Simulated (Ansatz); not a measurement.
**Single-point calculation, with input and output: B64N64 (part 2 of 2)**

The same run, continued: B64N64 (F-43m, 128 atoms in the cell); DFT, r2SCAN, PAW, plane waves (Ansatz 0.2.0); cutoff 500 eV, 1×1×1 k-mesh, Fermi–Dirac smearing of 0.01 eV. The structure was built on a prototype by a generator.

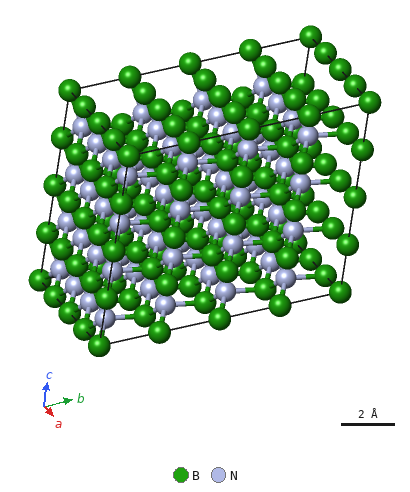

*The structure as given in the input (ball-and-stick view of the cell of the calculation, seen slightly off an axis).*

### Output, continued
```
--- Forces (eV/Å), atoms counted from 1 ---
  atom   1  B     -0.02417160    -0.02418091    -0.02417506
  atom   2  B     -0.02417960    -0.02417094    -0.02417745
  atom   3  B     -0.02417352    -0.02416967    -0.02417687
  atom   4  B     -0.02418600    -0.02416735    -0.02418406
  atom   5  B     -0.02417674    -0.02417260    -0.02417709
  atom   6  B     -0.02415934    -0.02418298    -0.02417996
  atom   7  B     -0.02417773    -0.02416559    -0.02417329
  atom   8  B     -0.02415965    -0.02417332    -0.02417227
  atom   9  B     -0.02417472    -0.02417292    -0.02417673
  atom  10  B     -0.02416501    -0.02416651    -0.02418011
  atom  11  B     -0.02417226    -0.02417445    -0.02417560
  atom  12  B     -0.02417316    -0.02417662    -0.02416968
  atom  13  B     -0.02416731    -0.02417384    -0.02417556
  atom  14  B     -0.02417332    -0.02418278    -0.02417475
  atom  15  B     -0.02417335    -0.02417128    -0.02417492
  atom  16  B     -0.02416750    -0.02416491    -0.02417840
  atom  17  B     -0.02417942    -0.02416772    -0.02417541
  atom  18  B     -0.02416950    -0.02417623    -0.02417223
  atom  19  B     -0.02417157    -0.02417267    -0.02418088
  atom  20  B     -0.02418114    -0.02416757    -0.02417693
  atom  21  B     -0.02417675    -0.02417343    -0.02417494
  atom  22  B     -0.02418928    -0.02417008    -0.02418514
  atom  23  B     -0.02417066    -0.02416580    -0.02417517
  atom  24  B     -0.02416983    -0.02417690    -0.02417235
  atom  25  B     -0.02417198    -0.02416861    -0.02417781
  atom  26  B     -0.02417403    -0.02417986    -0.02417465
  atom  27  B     -0.02417489    -0.02417518    -0.02417382
  atom  28  B     -0.02417332    -0.02417748    -0.02416124
  atom  29  B     -0.02417370    -0.02417393    -0.02418115
  atom  30  B     -0.02417074    -0.02418186    -0.02417792
  atom  31  B     -0.02417872    -0.02417632    -0.02418123
  atom  32  B     -0.02417666    -0.02418352    -0.02418094
  atom  33  B     -0.02417400    -0.02417251    -0.02416673
  atom  34  B     -0.02417432    -0.02416619    -0.02417277
  atom  35  B     -0.02417835    -0.02418271    -0.02417434
  atom  36  B     -0.02418128    -0.02417862    -0.02417445
  atom  37  B     -0.02417660    -0.02417355    -0.02417448
  atom  38  B     -0.02416726    -0.02418130    -0.02416943
  atom  39  B     -0.02417991    -0.02417883    -0.02416234
  atom  40  B     -0.02417553    -0.02416619    -0.02416448
  atom  41  B     -0.02416930    -0.02417107    -0.02417708
  atom  42  B     -0.02418048    -0.02417783    -0.02417176
  atom  43  B     -0.02417653    -0.02417094    -0.02418066
  atom  44  B     -0.02417553    -0.02416942    -0.02418115
  atom  45  B     -0.02417289    -0.02416705    -0.02415793
  atom  46  B     -0.02417485    -0.02416946    -0.02417078
  atom  47  B     -0.02417442    -0.02417148    -0.02416675
  atom  48  B     -0.02417151    -0.02416908    -0.02416644
  atom  49  B     -0.02417188    -0.02418117    -0.02416729
  atom  50  B     -0.02416832    -0.02416891    -0.02416758
  atom  51  B     -0.02416671    -0.02418102    -0.02417308
  atom  52  B     -0.02416830    -0.02416630    -0.02416516
  atom  53  B     -0.02418057    -0.02417457    -0.02416751
  atom  54  B     -0.02416642    -0.02416570    -0.02417312
  atom  55  B     -0.02417674    -0.02417823    -0.02416919
  atom  56  B     -0.02416694    -0.02418011    -0.02417665
  atom  57  B     -0.02416788    -0.02417229    -0.02417457
  atom  58  B     -0.02417536    -0.02417063    -0.02417038
  atom  59  B     -0.02417751    -0.02417269    -0.02417177
  atom  60  B     -0.02417335    -0.02417270    -0.02417199
  atom  61  B     -0.02416751    -0.02416943    -0.02417055
  atom  62  B     -0.02417514    -0.02416999    -0.02417766
  atom  63  B     -0.02417420    -0.02418371    -0.02416778
  atom  64  B     -0.02417410    -0.02417945    -0.02416727
  atom  65  N      0.02417052     0.02417013     0.02417566
  atom  66  N      0.02416699     0.02417541     0.02417221
  atom  67  N      0.02417705     0.02416959     0.02417284
  atom  68  N      0.02416962     0.02417853     0.02416882
  atom  69  N      0.02417413     0.02418029     0.02417467
  atom  70  N      0.02417488     0.02417108     0.02417973
  atom  71  N      0.02416638     0.02417526     0.02417296
  atom  72  N      0.02417766     0.02416834     0.02417110
  atom  73  N      0.02417358     0.02417435     0.02417332
  atom  74  N      0.02417705     0.02417169     0.02416785
  atom  75  N      0.02417343     0.02417182     0.02417325
  atom  76  N      0.02416947     0.02417252     0.02417395
  atom  77  N      0.02417652     0.02416743     0.02417012
  atom  78  N      0.02417160     0.02417810     0.02417631
  atom  79  N      0.02417074     0.02417142     0.02417271
  atom  80  N      0.02417384     0.02416723     0.02416973
  atom  81  N      0.02416755     0.02417702     0.02416256
  atom  82  N      0.02416863     0.02417165     0.02417423
  atom  83  N      0.02417156     0.02418157     0.02417104
  atom  84  N      0.02417205     0.02417235     0.02417730
  atom  85  N      0.02417641     0.02416938     0.02417256
  atom  86  N      0.02417082     0.02417463     0.02417655
  atom  87  N      0.02417427     0.02417472     0.02417014
  atom  88  N      0.02417066     0.02417101     0.02417183
  atom  89  N      0.02417152     0.02417665     0.02416958
  atom  90  N      0.02417491     0.02417087     0.02417579
  atom  91  N      0.02416744     0.02417749     0.02416958
  atom  92  N      0.02417443     0.02416716     0.02417583
  atom  93  N      0.02417164     0.02416977     0.02416996
  atom  94  N      0.02417510     0.02417040     0.02417643
  atom  95  N      0.02417656     0.02416884     0.02417742
  atom  96  N      0.02418063     0.02417059     0.02417393
  atom  97  N      0.02417295     0.02416600     0.02417314
  atom  98  N      0.02416903     0.02418115     0.02416732
  atom  99  N      0.02417350     0.02417579     0.02417140
  atom 100  N      0.02417548     0.02417426     0.02416720
  atom 101  N      0.02417051     0.02416777     0.02416958
  atom 102  N      0.02417693     0.02417431     0.02417389
  atom 103  N      0.02417652     0.02417644     0.02417476
  atom 104  N      0.02416555     0.02416917     0.02417773
  atom 105  N      0.02417360     0.02417145     0.02417023
  atom 106  N      0.02417046     0.02417062     0.02417712
  atom 107  N      0.02417480     0.02417304     0.02416903
  atom 108  N      0.02417201     0.02417901     0.02416940
  atom 109  N      0.02417226     0.02416638     0.02417347
  atom 110  N      0.02417119     0.02417155     0.02417678
  atom 111  N      0.02417302     0.02417220     0.02417844
  atom 112  N      0.02417588     0.02417442     0.02417306
  atom 113  N      0.02416750     0.02417224     0.02417185
  atom 114  N      0.02416906     0.02417295     0.02417194
  atom 115  N      0.02417878     0.02416755     0.02417045
  atom 116  N      0.02417356     0.02417025     0.02417884
  atom 117  N      0.02417047     0.02417642     0.02417227
  atom 118  N      0.02417539     0.02417872     0.02417027
  atom 119  N      0.02416938     0.02416808     0.02417129
  atom 120  N      0.02416629     0.02417331     0.02416480
  atom 121  N      0.02417903     0.02417722     0.02417463
  atom 122  N      0.02417244     0.02417294     0.02417103
  atom 123  N      0.02417152     0.02417040     0.02417321
  atom 124  N      0.02417568     0.02417674     0.02417593
  atom 125  N      0.02416930     0.02416801     0.02417067
  atom 126  N      0.02417427     0.02417191     0.02417209
  atom 127  N      0.02417734     0.02417146     0.02417499
  atom 128  N      0.02417286     0.02417618     0.02417819
  max |Σ_I F_I| component: 5.25e-5 eV/Å
--- Band table (eV) ---
  k-point 0: bands = ["-10.1339", "-9.3543", "-8.8494", "-8.8494", "-8.8494", "-8.5930", "-8.5930", "-8.5930", "-8.3610", "-8.3610", ... 174 levels left out ..., "6.8934", "6.8934", "7.1575", "7.1575", "7.1575", "7.2524", "7.2524", "7.2524", "7.3536", "7.4959", "7.4959", "7.4959", "7.4959", "7.4959", "7.4959", "7.5548", "7.5548", "7.5548", "7.6026", "7.6026", "7.6026", "7.6151", "7.6151", "7.6151", "7.9309", "7.9309", "7.9309", "8.4145", "8.4145",
      "8.4145", "8.5110", "8.5110", "8.5110", "8.7076", "8.7076", "8.7076", "8.7076", "8.7076", "8.7076", "8.7622", "8.7622", "8.7622", "8.8042", "8.8042", "8.8042", "8.9528", "8.9528", "8.9528", "9.1381", "9.1381", "9.1381", "9.1748", "9.1748", "9.4928", "9.4928", "9.4928", "9.5979", "9.5979", "9.5979", "9.6172", "9.6172", "10.0851", "10.0851", "10.0851", "10.1281", "10.1281", "10.1281", "10.3687", "10.3687",
      "10.5933", "11.0390", "11.0390", "16.4865", "16.4865", "16.4865", "18.3274", "18.3274", "18.3274", "18.4286", "18.4286", "18.4286", "18.9815", "18.9815", "18.9815", "19.2564", "19.2564", "19.2564", "19.4385", "19.4385", "19.4385", "19.4385", "19.4385", "19.4385", "19.7845", "19.7845", "19.7845", "20.0599", "20.0599", "20.0599", "20.0599", "20.0599", "20.0599", "20.3930", "20.3930", "20.3930", "20.8848", "20.9066", "20.9066", "20.9436",
      "20.9436", "20.9436", "21.0950", "21.0950", "21.0950", "21.0950", "21.0950", "21.0950", "21.2142", "21.2142", "21.2142", "21.2961", "21.2961", "21.2961", "21.3511", "21.7505", "21.8674", "21.8674", "21.8674", "21.8806", "21.8806", "21.9131", "21.9131", "21.9131", "21.9131", "21.9131", "21.9132", "21.9900", "22.1136", "22.1136", "22.1136", "22.2565", "22.2565", "22.2565", "22.2647", "22.2647", "22.2647", "22.2876", "22.2876", "22.2876",
      "22.6076", "22.6076", "22.6217", "22.6217", "22.6217", "22.6358", "22.6989", "22.6989", "22.7989", "22.7989", "22.7989", "22.8649", "22.8649", "22.8649", "23.0134", "23.0134", "23.0134", "23.1686", "23.1686", "23.1686", "23.2744", "23.2744", "23.2744", "23.2744", "23.2744", "23.2744", "23.4064", "23.4064", "23.4064", "23.5556", "23.5556", "23.5556", "23.9321", "23.9321", "23.9321", "23.9690", "23.9690", "23.9690", "24.0365", "24.0365",
      "24.0365", "24.6749", "24.6749", "24.6749", "24.7085", "24.7085", "24.7085", "24.7085", "24.7085", "24.7085", "24.7130"]
--- Löwdin populations: 128 sites ---
  site symbol       q [e]
     0      B      2.6427
     1      B      2.6427
     2      B      2.6427
     3      B      2.6427
     4      B      2.6427
     5      B      2.6427
     6      B      2.6426
     7      B      2.6427
     8      B      2.6427
     9      B      2.6427
    10      B      2.6427
    11      B      2.6426
    12      B      2.6426
    13      B      2.6427
    14      B      2.6427
    15      B      2.6427
    16      B      2.6427
    17      B      2.6427
    18      B      2.6427
    19      B      2.6427
    20      B      2.6427
    21      B      2.6427
    22      B      2.6427
    23      B      2.6427
    24      B      2.6426
    25      B      2.6426
    26      B      2.6427
    27      B      2.6427
    28      B      2.6427
    29      B      2.6426
    30      B      2.6427
    31      B      2.6427
    32      B      2.6427
    33      B      2.6427
    34      B      2.6427
    35      B      2.6427
    36      B      2.6427
    37      B      2.6427
    38      B      2.6427
    39      B      2.6427
    40      B      2.6427
    41      B      2.6426
    42      B      2.6426
    43      B      2.6427
    44      B      2.6427
    45      B      2.6427
    46      B      2.6426
    47      B      2.6427
    48      B      2.6427
    49      B      2.6427
    50      B      2.6427
    51      B      2.6427
    52      B      2.6427
    53      B      2.6427
    54      B      2.6427
    55      B      2.6427
    56      B      2.6427
    57      B      2.6427
    58      B      2.6427
    59      B      2.6426
    60      B      2.6427
    61      B      2.6427
    62      B      2.6426
    63      B      2.6427
    64      N      5.3268
    65      N      5.3268
    66      N      5.3268
    67      N      5.3267
    68      N      5.3268
    69      N      5.3268
    70      N      5.3268
    71      N      5.3268
    72      N      5.3268
    73      N      5.3268
    74      N      5.3268
    75      N      5.3268
    76      N      5.3268
    77      N      5.3268
    78      N      5.3268
    79      N      5.3268
    80      N      5.3268
    81      N      5.3268
    82      N      5.3268
    83      N      5.3268
    84      N      5.3268
    85      N      5.3267
    86      N      5.3268
    87      N      5.3268
    88      N      5.3268
    89      N      5.3268
    90      N      5.3268
    91      N      5.3268
    92      N      5.3268
    93      N      5.3268
    94      N      5.3268
    95      N      5.3268
    96      N      5.3268
    97      N      5.3268
    98      N      5.3267
    99      N      5.3268
   100      N      5.3268
   101      N      5.3268
   102      N      5.3268
   103      N      5.3268
   104      N      5.3268
   105      N      5.3268
   106      N      5.3268
   107      N      5.3268
   108      N      5.3268
   109      N      5.3268
   110      N      5.3268
   111      N      5.3268
   112      N      5.3268
   113      N      5.3268
   114      N      5.3268
   115      N      5.3268
   116      N      5.3268
   117      N      5.3268
   118      N      5.3268
   119      N      5.3268
   120      N      5.3268
   121      N      5.3268
   122      N      5.3268
   123      N      5.3268
   124      N      5.3268
   125      N      5.3268
   126      N      5.3268
   127      N      5.3268
  spilling = 0.003824 (of n_electrons = 512.000000)
```

### Results in brief

- outcome: converged
- space group (tolerance 0.01 Å): F-43m (216)
- electrons treated: 512
- free energy: −34814.0266 eV
- Fermi energy: 13.761 eV
- largest force (length of the vector): 0.042 eV/Å
- hardware: 7 CPU threads, shared host
- wall time: 57 s (CPU time 6 min)
- peak memory: 3.9 GiB

The k-point mesh is coarse for a cell of this size, so the results may not be converged.
